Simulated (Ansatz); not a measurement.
**Re: energy and pressure over a range of volumes**

How stiff is Re, and at what volume does the pressure vanish? The cell is scaled evenly, atoms carried along, and solved with LAPW, PAW and all-electron datasets made for the crystal.

Method: DFT PBE, scalar-relativistic, in Ansatz 0.2.0.

### Step 1. The system as given

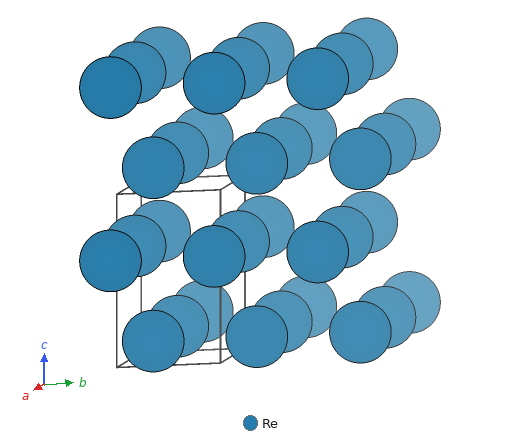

The starting structure, seen slightly off an axis (rhenium blue). 3×3×2 cells are drawn.

As a file:

```cif
data_structure
_symmetry_space_group_name_H-M 'P6_3/mmc'
_symmetry_Int_Tables_number 194
_cell_length_a 2.7748
_cell_length_b 2.7748
_cell_length_c 4.4859
_cell_angle_alpha 90.000
_cell_angle_beta 90.000
_cell_angle_gamma 120.000
_cell_volume 29.91
loop_
_atom_site_label
_atom_site_type_symbol
_atom_site_symmetry_multiplicity
_atom_site_Wyckoff_symbol
_atom_site_fract_x
_atom_site_fract_y
_atom_site_fract_z
_atom_site_occupancy
Re1 Re 2 c 0.33333 0.66667 0.25000 1
```

The file gives the conventional cell by its symmetry; the runs use the cell typed in the input.

The structure (hcp type) was typed from a prototype and relaxed by PAW; whether it is the ground state wasn't tested.

Atoms are numbered in the order of the input: Re1, Re2.

### Step 2. Volume × 0.95, LAPW

The input, input.yaml:

```yaml
crystal:
  lattice:
    - [2.7277339515, 0.0, 0.0]
    - [-1.3638669757, 2.3622868968, 0.0]
    - [0.0, 0.0, 4.409832897]
  atoms:
    - { symbol: Re, position: [0.3333333333, 0.6666666667, 0.25] }
    - { symbol: Re, position: [0.6666666667, 0.3333333333, 0.75] }
kpoints:
  mp_grid: { grid: [14, 14, 8] }
scf:
  occupations: { method: fermi_dirac, width: 0.08 }
hamiltonian:
  xc: pbe
  pseudopotentials: { kind: all_electron, lapw: { basis_error: 0.001 } }
output:
  forces: true
  stress: true
  eigenvalues: true
```

Command:

```console
ansatz run input.yaml --threads 1 --pin off --max-ram 2048MiB --backend cpu --events-out ev --progress --plain --runs-dir out
```

The log of the run, cut to the lines that bear on the results:

```text
LAPW: plane waves up to 8.711 Å⁻¹, error target 1.0e-3 eV per atom; small_component_spin mean_spin; Re in spheres of 1.355 Å, 45 of its electrons in bands, Dirac shells []
[...]
Pseudopotentials: kind: all_electron
Pseudopotential: Re, LAPW, valence charge 45, Koelling and Harmon's equation, gaussian nucleus
Functional definition: PBE
[...]
Crystal: 2 atoms, lattice volume = 28.416 Å³
Basis set: ecut = 289.1071658638025 eV, 313 PW (Γ), exchange–correlation at level 2
Bands: 54, of which v1, the nominal top of the filled ones, is band 45 counted from 1 (44 counted from 0)
Symmetry: 24 space group operations
Space group: P63/mmc (ITA 194), of the structure as read, at distance tolerance 3.1e-5 Å
k-points: 120 of 1568
[...]
SCF iter   1: F=—  HF=-908306.197071 eV  |F-HF|=—  |Δ(HF+E_count)|=         —  Δρ=2.97e-2  dr2=1.13e-1  ethr=1.25e-4  ⟨swp⟩=3.0  Hψ=39852  notcnv=0
[...]
SCF iter   8: F=-908305.850741 eV  HF=-908305.850741 eV  |F-HF|=3.20e-8  |Δ(HF+E_count)|=   2.79e-7  Δρ=1.94e-5  dr2=9.99e-8  ethr=1.83e-9  ⟨swp⟩=2.0  Hψ=19037  notcnv=0
[...]
SCF converged after 8 iterations
Free energy (F): -908305.850741 eV
[...]
E sigma→0 (E₀):  -908305.834754 eV
Entropy (-TS):   -0.031975 eV (-15.987 meV/atom)
Fermi energy:    32.025295 eV
[...]
--- Forces (eV/Å), atoms counted from 1 ---
  atom   1  Re     0.00000000     0.00000000     0.00000000
  atom   2  Re     0.00000000    -0.00000000    -0.00000000
[...]
--- Stress (GPa, compression-positive) ---
       21.008267       0.000000      -0.000000
       -0.000000      21.008267      -0.000000
       -0.000000      -0.000000      21.098134
  P = ⅓ Tr σ = 21.0382 GPa (210.382 kbar)
--- Band table (eV; the first three rows and the last of 120) ---
[...]
```

Wall time 58 s (1 thread of Arm Neoverse V1, shared host); peak memory 0.61 GiB.

Read from it: pressure 21.04 GPa; no gap.

### Step 3. Volume × 0.95, PAW

input.yaml: that of step 2 with these lines changed.

```diff
@@ -14,3 +14,3 @@
   xc: pbe
-  pseudopotentials: { kind: all_electron, lapw: { basis_error: 0.001 } }
+  pseudopotentials: { kind: paw }
 output:
@@ -19 +19,2 @@
   eigenvalues: true
+  efg: { contact_densities: true }
```

Command:

```console
ansatz run input.yaml --threads 1 --pin off --max-ram 2048MiB --backend cpu --events-out ev --progress --plain --runs-dir out
```

The log of the run, cut to the lines that bear on the results:

```text
Re: output.efg is read without spin–orbit coupling, which moves field gradients at and beside such atoms by some per cent and up to a factor of two; PAW files take it under magnetization.noncollinear and magnetization.spin_orbit
[...]
Pseudopotentials: kind: paw
Pseudopotential: Re, paw, valence charge 15, recommended cutoff 420 eV (normal)
[... 1 set-up line as earlier in the session ...]
[...]
Crystal: 2 atoms, lattice volume = 28.416 Å³
Basis set: ecut = 420 eV, 549 PW (Γ), exchange–correlation on 40×40×60 points (8 copies of the dense FFT grid, shifted against one another)
Bands: 19, of which v1, the nominal top of the filled ones, is band 15 counted from 1 (14 counted from 0)
[... 2 set-up lines as earlier in the session ...]
k-points: 120 of 1568
[...]
  atom   2  Re     0.00000000    -0.00000000    -0.00000000
[...]
--- Stress (GPa, compression-positive) ---
       20.950850      -0.000000      -0.000000
       -0.000000      20.950850      -0.000000
       -0.000000      -0.000000      21.032317
  P = ⅓ Tr σ = 20.9780 GPa (209.780 kbar)
--- PAW observables at the nuclei: V_zz in 10²¹ V/m², potentials from the cell's mean, atoms counted from 1 ---
  atom   1  Re V_zz =    -6.509497   η = 0.0000   by run symmetry: allowed
            electrostatic potential = -15145.558362 V   contact ρ = 9543553.751337 e/Å³
  atom   2  Re V_zz =    -6.509497   η = 0.0000   by run symmetry: allowed
            electrostatic potential = -15145.558362 V   contact ρ = 9543553.751337 e/Å³
--- Band table (eV; the first three rows and the last of 120) ---
  k-point 0: bands = ["-54.7738", "-54.6298", "-17.3956", "-16.2042", "-16.2042", "-16.0091", "-16.0091", "-15.9894", "14.8930", "18.0992", "23.3007", "23.3109", "23.3109", "24.1940", "24.1940", "25.1839", "25.1839", "25.6685", "28.5147"]
[...]
```

It took 4.2 s on 1 thread of Arm Neoverse V1, shared host; peak memory 0.37 GiB.

In short: pressure 20.98 GPa; no gap; Vzz Re1 -6.51 (η = 0.00) (10²¹ V/m²).

### Step 4. Volume × 0.95, crystal datasets

input.yaml: that of step 3 with these lines changed.

```diff
@@ -14,3 +14,3 @@
   xc: pbe
-  pseudopotentials: { kind: paw }
+  pseudopotentials: { kind: all_electron, datasets: crystal }
 output:
```

Command:

```console
ansatz run input.yaml --threads 1 --pin off --max-ram 2048MiB --backend cpu --events-out ev --progress --plain --runs-dir out
```

The log of the run, cut to the lines that bear on the results:

```text
[...]
band count auto-derived: 21 (N_el = 30.0; filled up to band 15; 19 by the electrons, moments and atoms)
Re: output.efg is read without spin–orbit coupling, which moves field gradients at and beside such atoms by some per cent and up to a factor of two; PAW files take it under magnetization.noncollinear and magnetization.spin_orbit
[...]
[... 1 set-up line as earlier in the session ...]
Pseudopotential: Re, paw, valence charge 29, recommended cutoff 280 eV (normal), Koelling and Harmon's equation, gaussian nucleus
[... 1 set-up line as earlier in the session ...]
[...]
Crystal: 2 atoms, lattice volume = 28.416 Å³
Basis set: ecut = 280 eV, 313 PW (Γ), exchange–correlation on 30×30×50 points (8 copies of the dense FFT grid, shifted against one another)
Bands: 21, of which v1, the nominal top of the filled ones, is band 15 counted from 1 (14 counted from 0)
[... 1 set-up line as earlier in the session ...]
[...]
--- Stress (GPa, compression-positive) ---
       21.006939      -0.000000      -0.000000
       -0.000000      21.006939      -0.000000
       -0.000000      -0.000000      21.097037
  P = ⅓ Tr σ = 21.0370 GPa (210.370 kbar)
  It holds what live shells' own plane waves past their cutoff add
--- PAW observables at the nuclei: V_zz in 10²¹ V/m², potentials from the cell's mean, atoms counted from 1 ---
  atom   1  Re V_zz =    -6.380680   η = 0.0000   by run symmetry: allowed
            electrostatic potential = -15145.384172 V   contact ρ = 9538659.764414 e/Å³
  atom   2  Re V_zz =    -6.380680   η = 0.0000   by run symmetry: allowed
            electrostatic potential = -15145.384172 V   contact ρ = 9538659.764414 e/Å³
--- Band table (eV; the first three rows and the last of 120) ---
  k-point 0: bands = ["-47.7279", "-47.5841", "-10.3418", "-9.1533", "-9.1533", "-8.9570", "-8.9570", "-8.9369", "21.9584", "25.1661", "30.3662", "30.3761", "30.3761", "31.2588", "31.2588", "32.2487", "32.2487", "32.7320", "35.5781"]
[...]
```

Run time: 33 s. Hardware: 1 thread of Arm Neoverse V1, shared host; peak memory 0.84 GiB.

Result: pressure 21.04 GPa; no gap; Vzz Re1 -6.38 (η = 0.00) (10²¹ V/m²).

### Step 5. Volume × 0.975, LAPW

The input, input.yaml:

```yaml
crystal:
  lattice:
    - [2.7514545678, 0.0, 0.0]
    - [-1.3757272838, 2.382829553, 0.0]
    - [0.0, 0.0, 4.4481811948]
  atoms:
    - { symbol: Re, position: [0.3333333333, 0.6666666667, 0.25] }
    - { symbol: Re, position: [0.6666666667, 0.3333333333, 0.75] }
kpoints:
  mp_grid: { grid: [14, 14, 8] }
scf:
  occupations: { method: fermi_dirac, width: 0.08 }
hamiltonian:
  xc: pbe
  pseudopotentials: { kind: all_electron, lapw: { basis_error: 0.001 } }
output:
  forces: true
  stress: true
  eigenvalues: true
```

Command:

```console
ansatz run input.yaml --threads 1 --pin off --max-ram 2048MiB --backend cpu --events-out ev --progress --plain --runs-dir out
```

The log of the run, cut to the lines that bear on the results:

```text
LAPW: plane waves up to 8.613 Å⁻¹, error target 1.0e-3 eV per atom; small_component_spin mean_spin; Re in spheres of 1.367 Å, 39 of its electrons in bands, Dirac shells []
[...]
[... 1 set-up line as earlier in the session ...]
Pseudopotential: Re, LAPW, valence charge 39, Koelling and Harmon's equation, gaussian nucleus
[... 1 set-up line as earlier in the session ...]
[...]
Crystal: 2 atoms, lattice volume = 29.163 Å³
Basis set: ecut = 282.6291184586019 eV, 313 PW (Γ), exchange–correlation at level 2
Bands: 47, of which v1, the nominal top of the filled ones, is band 39 counted from 1 (38 counted from 0)
[... 2 set-up lines as earlier in the session ...]
k-points: 120 of 1568
[...]
SCF iter   1: F=—  HF=-908306.283874 eV  |F-HF|=—  |Δ(HF+E_count)|=         —  Δρ=2.94e-2  dr2=1.16e-1  ethr=1.48e-4  ⟨swp⟩=3.0  Hψ=35848  notcnv=0
[...]
SCF iter   8: F=-908305.922267 eV  HF=-908305.922267 eV  |F-HF|=2.53e-8  |Δ(HF+E_count)|=   2.46e-7  Δρ=1.71e-5  dr2=7.97e-8  ethr=1.86e-9  ⟨swp⟩=2.0  Hψ=16638  notcnv=0
[...]
SCF converged after 8 iterations
Free energy (F): -908305.922267 eV
[...]
E sigma→0 (E₀):  -908305.905927 eV
Entropy (-TS):   -0.032680 eV (-16.340 meV/atom)
Fermi energy:    31.106765 eV
[...]
--- Forces (eV/Å), atoms counted from 1 ---
  atom   1  Re    -0.00000000     0.00000000     0.00000000
  atom   2  Re    -0.00000000    -0.00000000    -0.00000000
[...]
--- Stress (GPa, compression-positive) ---
        9.850834       0.000000       0.000000
        0.000000       9.850834      -0.000000
        0.000000      -0.000000       9.914725
  P = ⅓ Tr σ = 9.8721 GPa (98.721 kbar)
--- Band table (eV; the first three rows and the last of 120) ---
[...]
```

It took 48 s on 1 thread of Arm Neoverse V1, shared host; peak memory 0.57 GiB.

In short: pressure 9.87 GPa; no gap.

### Step 6. Volume × 0.975, PAW

input.yaml: that of step 5 with these lines changed.

```diff
@@ -14,3 +14,3 @@
   xc: pbe
-  pseudopotentials: { kind: all_electron, lapw: { basis_error: 0.001 } }
+  pseudopotentials: { kind: paw }
 output:
@@ -19 +19,2 @@
   eigenvalues: true
+  efg: { contact_densities: true }
```

Command:

```console
ansatz run input.yaml --threads 1 --pin off --max-ram 2048MiB --backend cpu --events-out ev --progress --plain --runs-dir out
```

The log of the run, cut to the lines that bear on the results:

```text
Re: output.efg is read without spin–orbit coupling, which moves field gradients at and beside such atoms by some per cent and up to a factor of two; PAW files take it under magnetization.noncollinear and magnetization.spin_orbit
[...]
[... 3 set-up lines as earlier in the session ...]
[...]
Crystal: 2 atoms, lattice volume = 29.163 Å³
Basis set: ecut = 420 eV, 573 PW (Γ), exchange–correlation on 40×40×60 points (8 copies of the dense FFT grid, shifted against one another)
Bands: 19, of which v1, the nominal top of the filled ones, is band 15 counted from 1 (14 counted from 0)
[... 2 set-up lines as earlier in the session ...]
k-points: 120 of 1568
[...]
  atom   1  Re     0.00000000     0.00000000     0.00000000
  atom   2  Re     0.00000000    -0.00000000    -0.00000000
[...]
--- Stress (GPa, compression-positive) ---
        9.765254       0.000000       0.000000
        0.000000       9.765254      -0.000000
        0.000000      -0.000000       9.818067
  P = ⅓ Tr σ = 9.7829 GPa (97.829 kbar)
--- PAW observables at the nuclei: V_zz in 10²¹ V/m², potentials from the cell's mean, atoms counted from 1 ---
  atom   1  Re V_zz =    -6.356556   η = 0.0000   by run symmetry: allowed
            electrostatic potential = -15144.527396 V   contact ρ = 9543544.274068 e/Å³
  atom   2  Re V_zz =    -6.356556   η = 0.0000   by run symmetry: allowed
            electrostatic potential = -15144.527396 V   contact ρ = 9543544.274068 e/Å³
--- Band table (eV; the first three rows and the last of 120) ---
  k-point 0: bands = ["-55.5303", "-55.4022", "-18.0769", "-16.9859", "-16.9859", "-16.8063", "-16.8063", "-16.7881", "14.3227", "17.5493", "22.6298", "22.6429", "22.6429", "23.4903", "23.4903", "24.4451", "24.4451", "24.8614", "27.6572"]
[...]
```

It took 4.1 s on 1 thread of Arm Neoverse V1, shared host; peak memory 0.37 GiB.

Read from it: pressure 9.78 GPa; no gap; Vzz Re1 -6.36 (η = 0.00) (10²¹ V/m²).

### Step 7. Volume × 1.025, LAPW

The input, input.yaml:

```yaml
crystal:
  lattice:
    - [2.7977061402, 0.0, 0.0]
    - [-1.39885307, 2.4228845897, 0.0]
    - [0.0, 0.0, 4.5229545082]
  atoms:
    - { symbol: Re, position: [0.3333333333, 0.6666666667, 0.25] }
    - { symbol: Re, position: [0.6666666667, 0.3333333333, 0.75] }
kpoints:
  mp_grid: { grid: [14, 14, 8] }
scf:
  occupations: { method: fermi_dirac, width: 0.08 }
hamiltonian:
  xc: pbe
  pseudopotentials: { kind: all_electron, lapw: { basis_error: 0.001 } }
output:
  forces: true
  stress: true
  eigenvalues: true
```

Command:

```console
ansatz run input.yaml --threads 1 --pin off --max-ram 2048MiB --backend cpu --events-out ev --progress --plain --runs-dir out
```

The log of the run, cut to the lines that bear on the results:

```text
LAPW: plane waves up to 8.428 Å⁻¹, error target 1.0e-3 eV per atom; small_component_spin mean_spin; Re in spheres of 1.390 Å, 39 of its electrons in bands, Dirac shells []
[...]
[... 3 set-up lines as earlier in the session ...]
[...]
Crystal: 2 atoms, lattice volume = 30.659 Å³
Basis set: ecut = 270.62359694163314 eV, 313 PW (Γ), exchange–correlation at level 2
Bands: 47, of which v1, the nominal top of the filled ones, is band 39 counted from 1 (38 counted from 0)
[... 2 set-up lines as earlier in the session ...]
k-points: 120 of 1568
[...]
SCF iter   1: F=—  HF=-908306.314979 eV  |F-HF|=—  |Δ(HF+E_count)|=         —  Δρ=2.89e-2  dr2=1.21e-1  ethr=1.55e-4  ⟨swp⟩=3.0  Hψ=35611  notcnv=0
[...]
SCF iter   8: F=-908305.925257 eV  HF=-908305.925257 eV  |F-HF|=3.07e-8  |Δ(HF+E_count)|=   2.60e-7  Δρ=1.76e-5  dr2=9.44e-8  ethr=2.10e-9  ⟨swp⟩=2.0  Hψ=16640  notcnv=0
[...]
SCF converged after 8 iterations
Free energy (F): -908305.925257 eV
[...]
E sigma→0 (E₀):  -908305.908037 eV
Entropy (-TS):   -0.034439 eV (-17.220 meV/atom)
Fermi energy:    29.399891 eV
[...]
--- Forces (eV/Å), atoms counted from 1 ---
  atom   1  Re    -0.00000000     0.00000000     0.00000000
  atom   2  Re     0.00000000    -0.00000000     0.00000000
[...]
--- Stress (GPa, compression-positive) ---
       -8.373693       0.000000       0.000000
        0.000000      -8.373693       0.000000
        0.000000       0.000000      -8.439563
  P = ⅓ Tr σ = -8.3956 GPa (-83.956 kbar)
--- Band table (eV; the first three rows and the last of 120) ---
[...]
```

Run time: 49 s. Hardware: 1 thread of Arm Neoverse V1, shared host; peak memory 0.56 GiB.

This run gives: pressure -8.40 GPa; no gap.

### Step 8. Volume × 1.025, PAW

input.yaml: that of step 7 with these lines changed.

```diff
@@ -14,3 +14,3 @@
   xc: pbe
-  pseudopotentials: { kind: all_electron, lapw: { basis_error: 0.001 } }
+  pseudopotentials: { kind: paw }
 output:
@@ -19 +19,6 @@
   eigenvalues: true
+  efg: { contact_densities: true }
+  write_density: true
+  write_potential: true
+  elf: true
+  volumetric_format: npy
```

Command:

```console
ansatz run input.yaml --threads 1 --pin off --max-ram 2048MiB --backend cpu --events-out ev --progress --plain --runs-dir out
```

The log of the run, cut to the lines that bear on the results:

```text
Re: output.efg is read without spin–orbit coupling, which moves field gradients at and beside such atoms by some per cent and up to a factor of two; PAW files take it under magnetization.noncollinear and magnetization.spin_orbit
[...]
[... 3 set-up lines as earlier in the session ...]
[...]
Crystal: 2 atoms, lattice volume = 30.659 Å³
Basis set: ecut = 420 eV, 603 PW (Γ), exchange–correlation on 40×40×64 points (8 copies of the dense FFT grid, shifted against one another)
Bands: 19, of which v1, the nominal top of the filled ones, is band 15 counted from 1 (14 counted from 0)
[... 2 set-up lines as earlier in the session ...]
k-points: 120 of 1568
[...]
  atom   2  Re     0.00000000    -0.00000000     0.00000000
[...]
--- Stress (GPa, compression-positive) ---
       -8.491015      -0.000000       0.000000
       -0.000000      -8.491015       0.000000
        0.000000       0.000000      -8.571272
  P = ⅓ Tr σ = -8.5178 GPa (-85.178 kbar)
--- PAW observables at the nuclei: V_zz in 10²¹ V/m², potentials from the cell's mean, atoms counted from 1 ---
  atom   1  Re V_zz =    -6.049552   η = 0.0000   by run symmetry: allowed
            electrostatic potential = -15142.616918 V   contact ρ = 9543526.581554 e/Å³
  atom   2  Re V_zz =    -6.049552   η = 0.0000   by run symmetry: allowed
            electrostatic potential = -15142.616918 V   contact ρ = 9543526.581554 e/Å³
--- Band table (eV; the first three rows and the last of 120) ---
  k-point 0: bands = ["-56.9440", "-56.8421", "-19.3597", "-18.4412", "-18.4412", "-18.2881", "-18.2881", "-18.2724", "13.2741", "16.5255", "21.3765", "21.3946", "21.3946", "22.1769", "22.1769", "23.0666", "23.0666", "23.3775", "26.0593"]
[...]
```

It took 5.8 s on 1 thread of Arm Neoverse V1, shared host; peak memory 0.38 GiB.

This run gives: pressure -8.52 GPa; no gap; Vzz Re1 -6.05 (η = 0.00) (10²¹ V/m²).

### Step 9. Volume × 1.05, LAPW

The input, input.yaml:

```yaml
crystal:
  lattice:
    - [2.8202692608, 0.0, 0.0]
    - [-1.4101346304, 2.4424248254, 0.0]
    - [0.0, 0.0, 4.559431523]
  atoms:
    - { symbol: Re, position: [0.3333333333, 0.6666666667, 0.25] }
    - { symbol: Re, position: [0.6666666667, 0.3333333333, 0.75] }
kpoints:
  mp_grid: { grid: [14, 14, 8] }
scf:
  occupations: { method: fermi_dirac, width: 0.08 }
hamiltonian:
  xc: pbe
  pseudopotentials: { kind: all_electron, lapw: { basis_error: 0.001 } }
output:
  forces: true
  stress: true
  eigenvalues: true
```

Command:

```console
ansatz run input.yaml --threads 1 --pin off --max-ram 2048MiB --backend cpu --events-out ev --progress --plain --runs-dir out
```

The log of the run, cut to the lines that bear on the results:

```text
LAPW: plane waves up to 8.340 Å⁻¹, error target 1.0e-3 eV per atom; small_component_spin mean_spin; Re in spheres of 1.401 Å, 39 of its electrons in bands, Dirac shells []
[...]
[... 3 set-up lines as earlier in the session ...]
[...]
Crystal: 2 atoms, lattice volume = 31.407 Å³
Basis set: ecut = 265.02577651166024 eV, 313 PW (Γ), exchange–correlation at level 2
Bands: 47, of which v1, the nominal top of the filled ones, is band 39 counted from 1 (38 counted from 0)
[... 1 set-up line as earlier in the session ...]
Space group: P63/mmc (ITA 194), of the structure as read, at distance tolerance 3.2e-5 Å
k-points: 120 of 1568
[...]
SCF iter   1: F=—  HF=-908306.270886 eV  |F-HF|=—  |Δ(HF+E_count)|=         —  Δρ=2.86e-2  dr2=1.24e-1  ethr=1.58e-4  ⟨swp⟩=3.0  Hψ=35595  notcnv=0
[...]
SCF iter   9: F=-908305.868335 eV  HF=-908305.868335 eV  |F-HF|=5.82e-10  |Δ(HF+E_count)|=   1.90e-8  Δρ=4.16e-6  dr2=4.23e-9  ethr=1.30e-10  ⟨swp⟩=2.0  Hψ=16642  notcnv=0
[...]
SCF converged after 9 iterations
Free energy (F): -908305.868335 eV
[...]
E sigma→0 (E₀):  -908305.850624 eV
Entropy (-TS):   -0.035423 eV (-17.711 meV/atom)
Fermi energy:    28.605160 eV
[...]
--- Forces (eV/Å), atoms counted from 1 ---
  atom   1  Re     0.00000000     0.00000000     0.00000000
  atom   2  Re    -0.00000000     0.00000000     0.00000000
[...]
--- Stress (GPa, compression-positive) ---
      -15.766913       0.000000       0.000000
        0.000000     -15.766913      -0.000000
        0.000000      -0.000000     -15.921812
  P = ⅓ Tr σ = -15.8185 GPa (-158.185 kbar)
--- Band table (eV; the first three rows and the last of 120) ---
[...]
```

Run time: 53 s. Hardware: 1 thread of Arm Neoverse V1, shared host; peak memory 0.56 GiB.

In short: pressure -15.82 GPa; no gap.

(Part 1 of 2 ends here.)
